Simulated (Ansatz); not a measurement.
ScAl₃

```cif
data_structure
_symmetry_space_group_name_H-M 'P 1'
_symmetry_Int_Tables_number 1
_cell_length_a 4.0215
_cell_length_b 4.0215
_cell_length_c 4.0215
_cell_angle_alpha 90.000
_cell_angle_beta 90.000
_cell_angle_gamma 90.000
_cell_volume 65.04
loop_
_atom_site_label
_atom_site_type_symbol
_atom_site_fract_x
_atom_site_fract_y
_atom_site_fract_z
_atom_site_occupancy
Sc1 Sc 0.00000 0.00000 0.00000 1
Al1 Al 0.50000 0.00000 0.50000 1
Al2 Al 0.00000 0.50000 0.50000 1
Al3 Al 0.50000 0.50000 0.00000 1
```

Space group Pm-3m; a structure from a database of computed crystals, not necessarily the ambient phase; changed on purpose from its base cell (volume × 0.94); computed pressure about 6 GPa in this cell.

Computed with DFT PBE, scalar-relativistic, plane waves, PAW (Ansatz 0.2.0).

The density is the valence pseudo-density of a PAW calculation; it isn't the true density close to the nuclei.

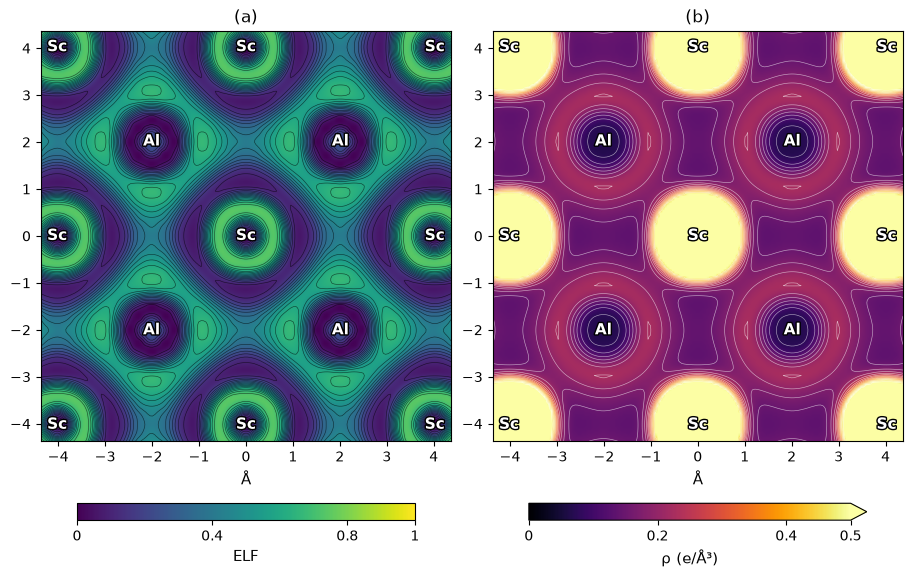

Figure 1. (a) ELF; (b) valence pseudo-density on the (100) plane of the conventional cell.

Question: What does the map show?

Answer:
- The plane passes through Sc and Al nuclei.
- Sc–Al (2.84 Å): ρ at the midpoint is about 0.18 e/Å³; the ELF peaks at about 0.55 in the valence shell of Al, 1.0 Å from its nucleus, and is about 0.30 at the midpoint (no localised pair shows between them).
- Between the atoms the lowest density in this plane is 0.13 e/Å³.
- The features right at Sc lie inside the PAW spheres, where the map follows smoothed inner orbitals and isn't to be read closely.

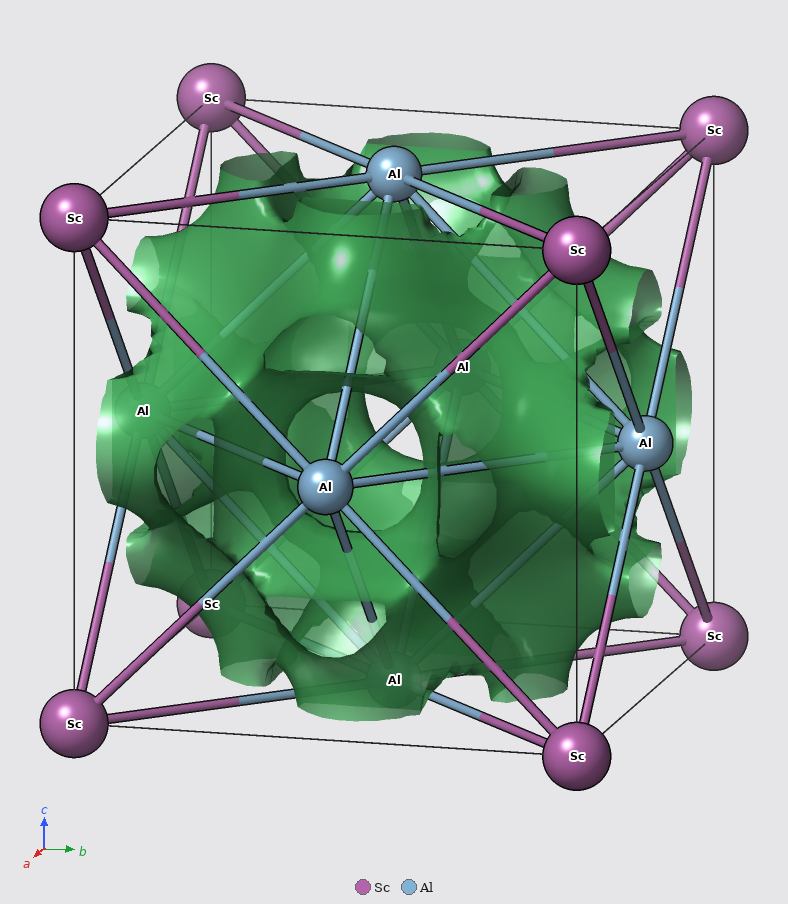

Figure 2. Isosurface of the electron localisation function at 0.6 (green), seen slightly off an axis. Only the valence region is drawn (cores and ρ < 0.01 e/Å³ removed). Sticks mark near contacts.

Question: Describe the localisation domains.

Answer: The surface consists of one network that runs through the whole crystal, counted in one cell of 4 atoms. Any copies at cell faces, edges or corners count once. Profiles from the grid: Al–Al (2.84 Å): the ELF peaks at about 0.70 between the atoms.

Question: Does the calculation give a band gap?

Answer: It is gapless in this calculation (a metal or semimetal).
